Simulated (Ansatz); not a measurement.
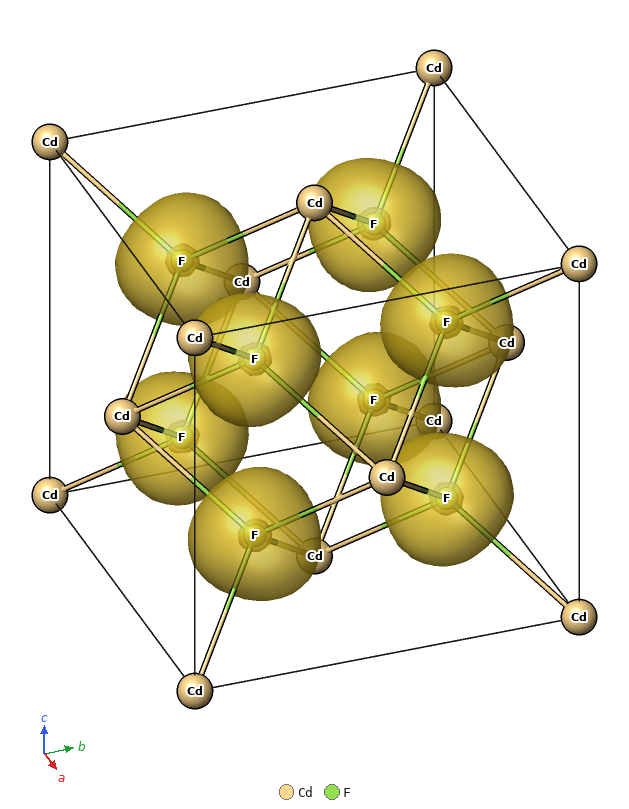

CdF$_{2}$. Isosurface of the electron localisation function at 0.6 (yellow), seen at an oblique angle. Core shells and regions of very low density are left out. Sticks mark near contacts.

Space group Fm-3m.

All numbers below come from Ansatz 0.2.0, Kohn-Sham DFT of a periodic cell, PBE0, Ansatz PAW.

Core electrons are frozen (PAW), and the valence fields are smoothed inside the atomic spheres.

The calculation's input:

```
crystal:
  lattice:
    - [0.0, 2.694, 2.694]
    - [2.694, 0.0, 2.694]
    - [2.694, 2.694, 0.0]
  atoms:
    - { symbol: Cd, position: [0.0, 0.0, 0.0] }
    - { symbol: F, position: [0.75, 0.75, 0.75] }
    - { symbol: F, position: [0.25, 0.25, 0.25] }
hamiltonian:
  xc: pbe0
  pseudopotentials: { kind: paw }
kpoints:
  mp_grid: { grid: [5, 5, 5] }
  band_path:
    path:
      - [[0.0, 0.0, 0.0], [0.5, 0.0, 0.5], [0.5, 0.25, 0.75], [0.375, 0.375, 0.75], [0.0, 0.0, 0.0], [0.5, 0.5, 0.5], [0.625, 0.25, 0.625], [0.5, 0.25, 0.75], [0.5, 0.5, 0.5], [0.375, 0.375, 0.75]]
      - [[0.625, 0.25, 0.625], [0.5, 0.0, 0.5]]
    npoints: 4
scf:
  occupations: { method: fermi_dirac, width: 0.05 }
  n_extra_bands: 7
output:
  forces: true
  stress: true
  eigenvalues: true
  fatbands: false
  write_density: true
  write_potential: true
  elf: true
  volumetric_format: npy
```

Command:

```sh
ansatz run input.yaml --threads 2 --pin off --max-ram 5632MiB --backend cpu --events-out ev --progress --plain --runs-dir out
```

Below, planes, directions and counts refer to the conventional cell (a = 5.39 Å, b = 5.39 Å, c = 5.39 Å, α = 90.00°, β = 90.00°, γ = 90.00°).

Where are the electrons localised?

Answer. The ELF exceeds this value in eight regions wrapped around F (the valence shell of each), counted in one cell of 12 atoms. Any copies at cell faces, edges or corners count once. Profiles from the grid: Cd–F (2.33 Å): the ELF peaks at about 0.80 in the valence shell of F, 0.6 Å from its nucleus, and drops to about 0.05 between the two atoms (no localised pair shows between them).

Does the calculation give a band gap?

Answer. It is gapped, with a Kohn–Sham gap of 6.0 eV on the k-point mesh, an upper bound to the gap of this method.
